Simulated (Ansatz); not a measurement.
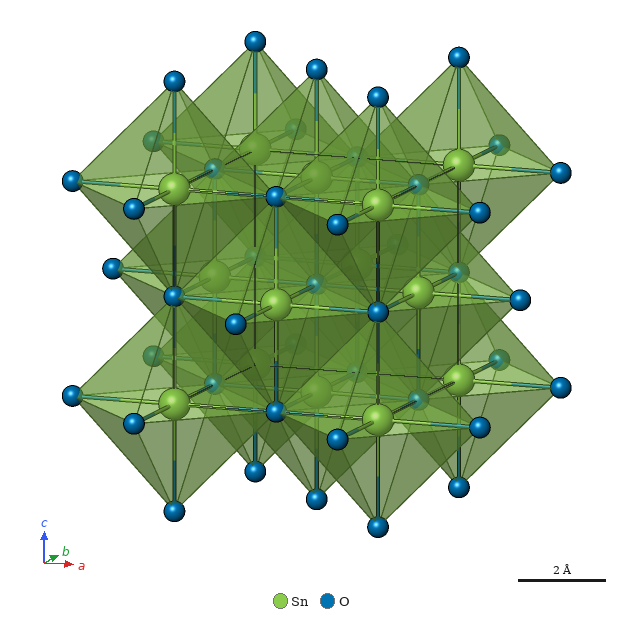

The figure gives a polyhedral picture of the atoms, viewed slightly off an axis. Atoms at the boundary of the conventional unit cell (the box) are drawn once for each face, edge or corner they touch. A few atoms beyond the faces are included.

SnO, rock salt (NaCl type), space group Fm-3m (No. 225), a = 5.074 Å, b = 5.074 Å, c = 5.074 Å, α = 90.00°, β = 90.00°, γ = 90.00°. The model was built from a structure type filled with these elements by a generator (whether the compound takes this form wasn't checked). Earlier steps of the study may have refined or changed the cell and positions. It was run through Ansatz as a DFT input.

This one geometry was computed with Ansatz (DFT, plane waves, PAW) at four levels of theory: HSE06, PBE, PBE0 and PBE with spin-orbit coupling. It was relaxed beforehand with r2SCAN.

Question: Which level gives the highest pressure at this volume, and what does that say about its equilibrium volume?

Answer: Highest: PBE (2.4 GPa) and PBE with spin-orbit coupling (2.3 GPa), which points to the largest equilibrium volume. Lowest, with the smallest volume: HSE06 (-0.2 GPa) and PBE0 (-0.1 GPa). Levels within 0.5 GPa of each other can't be told apart.

Question: How does the band gap change with the level of theory?

Answer: PBE with spin-orbit coupling: a gap of 0.10 eV, direct; PBE: a gap of 0.12 eV, direct; HSE06: a gap of 0.15 eV, direct; PBE0: a gap of 1.67 eV, indirect.

Question: Collect the results in a table.

Answer:
| level | cutoff (eV) | k-mesh of the run's cell | gap (eV) | pressure (GPa) |
| --- | --- | --- | --- | --- |
| HSE06 | 420 | 6×6×6 | 0.15 | -0.2 |
| PBE | 420 | 8×8×8 | 0.12 | 2.4 |
| PBE0 | 420 | 6×6×6 | 1.67 | -0.1 |
| PBE with spin-orbit coupling | 420 | 8×8×8 | 0.10 | 2.3 |

Gaps are taken on the k-mesh or band path of each run.
